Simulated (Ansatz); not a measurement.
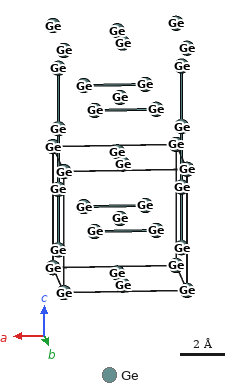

This is the input geometry for a relaxation of solid Ge (built on the beta-tungsten (A15)_223 type) (coarse preliminary run). Style: ball-and-stick. Shown: the cell of the calculation, repeated 1 × 1 × 2 with one cell outlined, from a free direction.

Case: beta-tungsten (A15) type (Pm-3n, No. 223).

All numbers below come from Ansatz, DFT PBEsol, scalar-relativistic, plane waves, PAW.

Input file:
```yaml
crystal:
  lattice:
    - [5.7002725889, 0.0, 0.0]
    - [0.0, 5.7002725889, 0.0]
    - [0.0, 0.0, 5.7002725889]
  atoms:
    - { symbol: Ge, position: [0.5, 0.5, 0.5] }
    - { symbol: Ge, position: [0.0, 0.0, 0.0] }
    - { symbol: Ge, position: [0.25, 0.0, 0.5] }
    - { symbol: Ge, position: [0.5, 0.25, 0.0] }
    - { symbol: Ge, position: [0.5, 0.75, 0.0] }
    - { symbol: Ge, position: [0.75, 0.0, 0.5] }
    - { symbol: Ge, position: [0.0, 0.5, 0.75] }
    - { symbol: Ge, position: [0.0, 0.5, 0.25] }
basis:
  ecutwfc: 420
kpoints:
  mp_grid: { grid: [4, 4, 4] }
hamiltonian:
  xc: pbesol
scf:
  occupations: { method: gaussian, width: 0.1 }
  lower_state_search: "off"
output:
  forces: true
  stress: true
  eigenvalues: true
relax:
  adjacent_minimum: "off"
  f_tol: 0.04
  max_steps: 70
  cell: { stress_tol: 0.4 }
```

**What does the optimiser find from here?**

After 3 accepted moves (4 points after the start) the energy has fallen by 138 meV per atom. All forces vanish by symmetry, so only the cell relaxes. The pressure goes from −8.86 to −0.12 GPa. At 1 point the geometry stayed and the basis and grid were re-selected for the new cell (energy shift of 0.8 meV per atom at most each time). The atoms keep their places relative to the cell (all moves are under 0.005 Å). The volume changes by −18.1 %, with a = b = c 5.700 → 5.334 Å (−6.4 %). Some distances before and after: Ge3–Ge6 2.850 → 2.667 Å. The space group stays Pm-3n (No. 223). The run took of the order of 21 core-seconds on a shared host.

The structure at the end:

```
CELL_PARAMETERS angstrom
5.33395 0.00000 0.00000
0.00000 5.33395 0.00000
0.00000 0.00000 5.33395
ATOMIC_POSITIONS crystal
Ge 0.50000 0.50000 0.50000
Ge 0.00000 0.00000 0.00000
Ge 0.25000 0.00000 0.50000
Ge 0.50000 0.25000 0.00000
Ge 0.50000 0.75000 0.00000
Ge 0.75000 0.00000 0.50000
Ge 0.00000 0.50000 0.75000
Ge 0.00000 0.50000 0.25000
```

The end point in the same view:

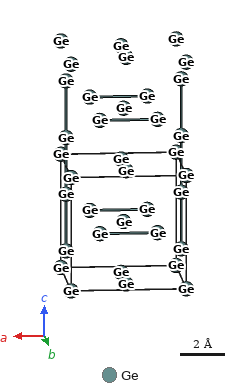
